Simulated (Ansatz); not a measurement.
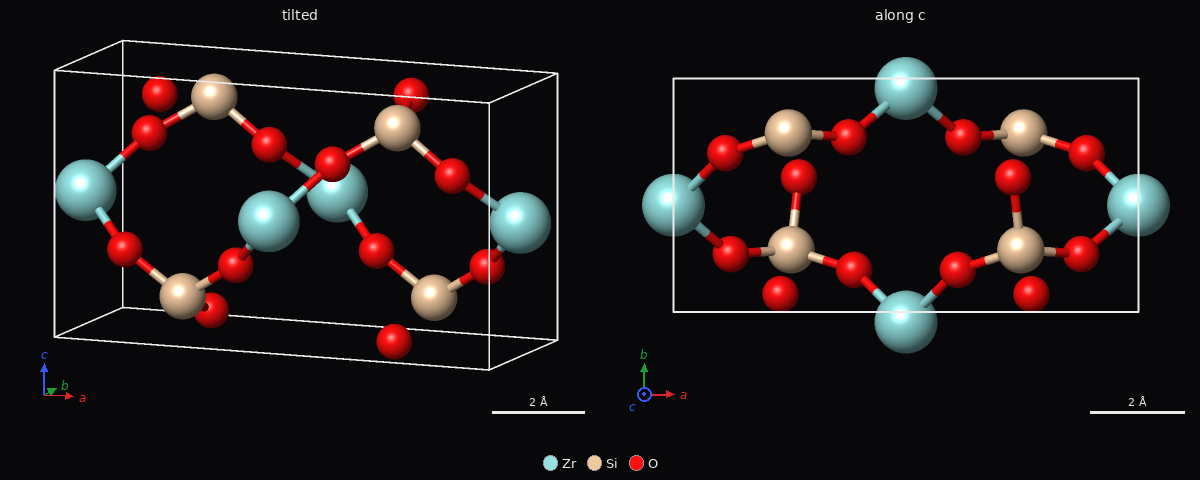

The figure gives a ball-and-stick picture of the atoms, viewed slightly off an axis and along the c axis. The edges of the conventional unit cell are marked. Cell: a = 9.97 Å, b = 5.01 Å, c = 5.90 Å, α = 90.00°, β = 91.80°, γ = 90.00°.

The model was built from a structure type filled with these elements by a generator (whether the compound takes this form wasn't checked). Earlier steps of the study may have refined or changed the cell and positions. An electronic-structure calculation with Ansatz was run on it.

Summary of the structure:

Answer. The material is ZrSi2O6. It belongs to space group C2 (No. 5) and has a base-centred monoclinic lattice. One cell contains 2 Zr, 4 Si, 12 O, 18 atoms in all. Each Zr is bonded to four O in a tetrahedral arrangement at about 2.0 Å. Si is linked to four O in a tetrahedral arrangement at about 1.6 Å. O takes three kinds of site: 4c with one Si and one Zr in a bent arrangement (about 1.6 Å to Si, 2.0 Å to Zr); 4c with two Si in a bent arrangement at about 1.6 Å; 4c with one Zr and one Si in a bent arrangement (about 2.0 Å to Zr, 1.6 Å to Si). The bonds build a three-dimensional framework.

Calculation details: Ansatz, DFT r2SCAN, scalar-relativistic, plane waves, PAW; plane waves to 500 eV, k-points about 0.27 Å⁻¹ apart, Gaussian smearing of 0.02 eV, no spin polarisation.

How large a gap does the method give, if there is one?

Answer. An insulator at this level, with a gap of 5.70 eV, indirect.

How charged are the atoms, by the Bader scheme?

Answer. Zr +2.69 e; Si +3.34 e; O -1.69 to -1.50 e.

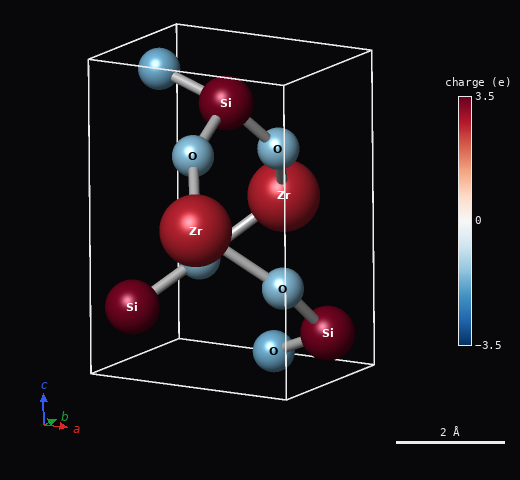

The atoms coloured by those charges. The run's cell of 9 atoms is drawn in a reduced setting, so axes and origin can differ from the first picture.

Is this an equilibrium geometry for the method given?

Answer. No. The largest force is 0.39 eV/Å, on O. The pressure is -3.5 GPa, so the cell would contract.

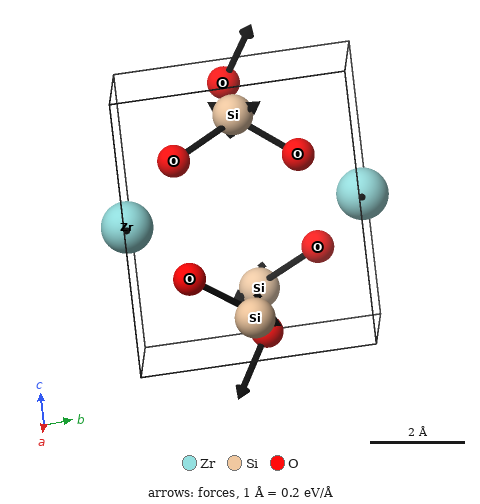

The forces as arrows. The run's cell of 9 atoms is drawn in a reduced setting, so axes and origin can differ from the first picture.
